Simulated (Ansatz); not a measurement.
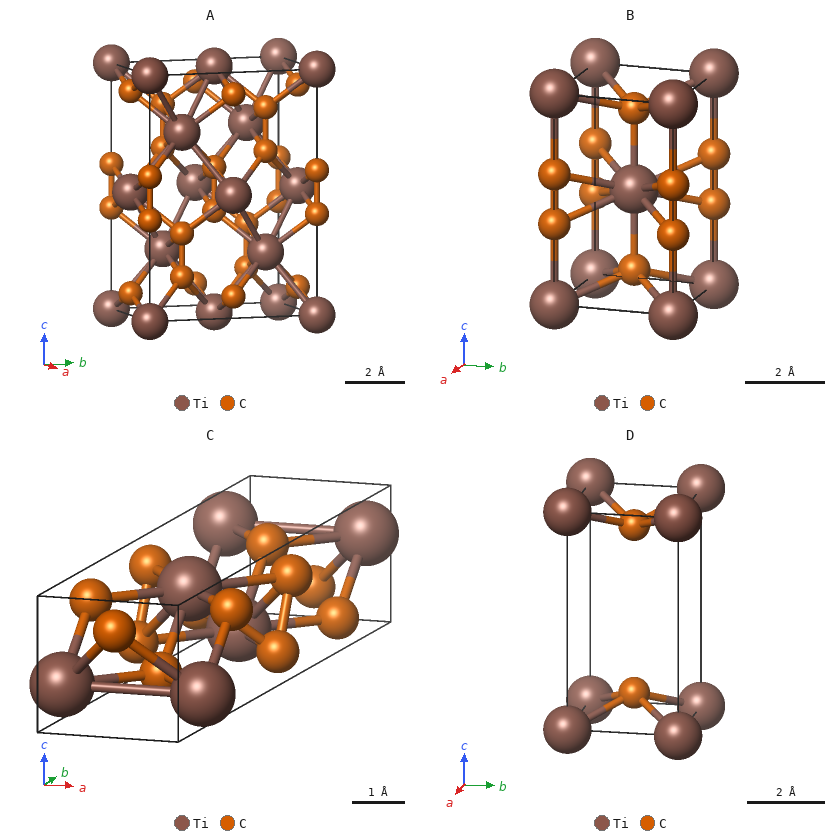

Four structures of TiC$_{2}$, each relaxed to rest (conventional cells in solid outline, small ones repeated, each panel with its own scale). Method: Ansatz 0.2.0, DFT PBE, scalar-relativistic, plane waves, PAW, without spin polarisation.

Name the structure in each panel.

Answer. A: 24 atoms a cell on a face-centred orthorhombic lattice, Fddd; B: 6 atoms a cell on a body-centred tetragonal lattice, I4/mmm; C: 12 atoms a cell on a base-centred orthorhombic lattice, Cmcm; D: 3 atoms a cell on a primitive tetragonal lattice, P4/mmm.

Rank them by energy, lowest first.

Answer. B, then C (+61 meV/atom), A (+270 meV/atom) and D (+516 meV/atom), energies at zero smearing.

Collect the results in a table.

Answer.
| panel | structure | E − E(lowest) (meV/atom) | volume (Å³/atom) | gap (eV) |
| --- | --- | --- | --- | --- |
| B | I4/mmm | 0 | 9.6 | metal |
| C | Cmcm | 61 | 8.2 | metal |
| A | Fddd | 270 | 8.8 | metal |
| D | P4/mmm | 516 | 17.5 | metal |

Some of these may be structure types tried for this composition rather than known phases, and the most stable form need not be among them. Gaps are taken on the k-mesh or band path of each run.
